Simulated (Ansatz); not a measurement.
**AlN: density, localisation and related maps**

Input

```
crystal:
  lattice:
    - [3.1066653383, 0.0, 0.0]
    - [-1.5533326691, 2.690451104, 0.0]
    - [0.0, 0.0, 5.1775410366]
  atoms:
    - { symbol: Al, position: [0.3333333333, 0.6666666667, 0.0016929024] }
    - { symbol: Al, position: [0.6666666667, 0.3333333333, 0.5016929024] }
    - { symbol: "N", position: [0.3333333333, 0.6666666667, 0.3833070976] }
    - { symbol: "N", position: [0.6666666667, 0.3333333333, 0.8833070976] }
basis:
  ecutwfc: 500
kpoints:
  mp_grid: { grid: [12, 12, 6] }
hamiltonian:
  xc: r2scan
scf:
  occupations: { method: gaussian, width: 0.05 }
output:
  forces: true
  stress: true
  eigenvalues: true
  write_density: true
  write_potential: true
  elf: true
  volumetric_format: npy
```

Launched as:

```sh
ansatz run input.yaml --threads 2 --pin off --max-ram 5120MiB --backend cpu --events-out ev --progress --plain --runs-dir out
```

Below, planes, directions and counts refer to the conventional cell (a = 3.11 Å, b = 3.11 Å, c = 5.18 Å, α = 90.00°, β = 90.00°, γ = 120.00°).

Space group P6₃mc; changed on purpose from its base cell (strain +0.000 along x and y, +0.040 along z, atoms carried along); not relaxed (largest force 0.3 eV/Å); computed pressure about −7 GPa in this cell.

The calculation used DFT r2SCAN, scalar-relativistic, plane waves, PAW (Ansatz 0.2.0).

Core electrons are frozen (PAW), and the valence fields are smoothed inside the atomic spheres.

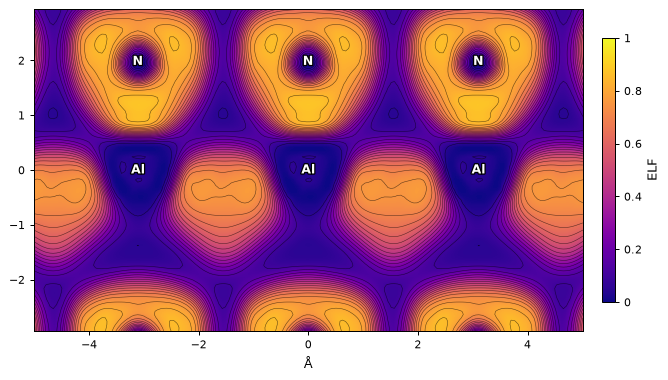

Figure 1. Electron localisation function on the (100) plane of the conventional cell.

What does the map show?

The plane passes through Al and N nuclei. Atoms just off the plane (Al, 0.9 Å away and N, 0.9 Å away) can leave unmarked features too. Al–N (1.98 Å): the ELF peaks at about 0.90 in the valence shell of N, 0.8 Å from its nucleus, and is about 0.85 at the midpoint.

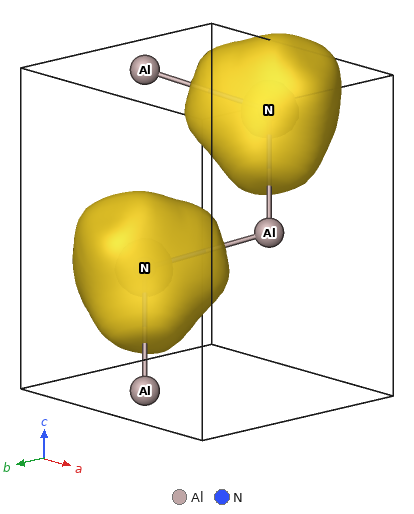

Figure 2. Isosurface of the ELF at 0.65 (yellow), seen at an oblique angle. Only the valence region is drawn (cores and ρ < 0.01 e/Å³ removed). Sticks mark near contacts.

Describe the localisation domains.

At this value the surface marks out two regions on N in which the atom's valence shell and bonds are merged, counted in one cell of 4 atoms. Regions shared between cells count once. Profiles from the grid: Al–N (1.90 Å): the ELF peaks at about 0.90 between the atoms, as expected for a shared but strongly polarised pair.

Does the calculation make it a metal, or give it a gap?

It is gapped, with a Kohn–Sham gap of 4.6 eV on the k-point mesh (the band edges may lie off the mesh, which would make the gap smaller).
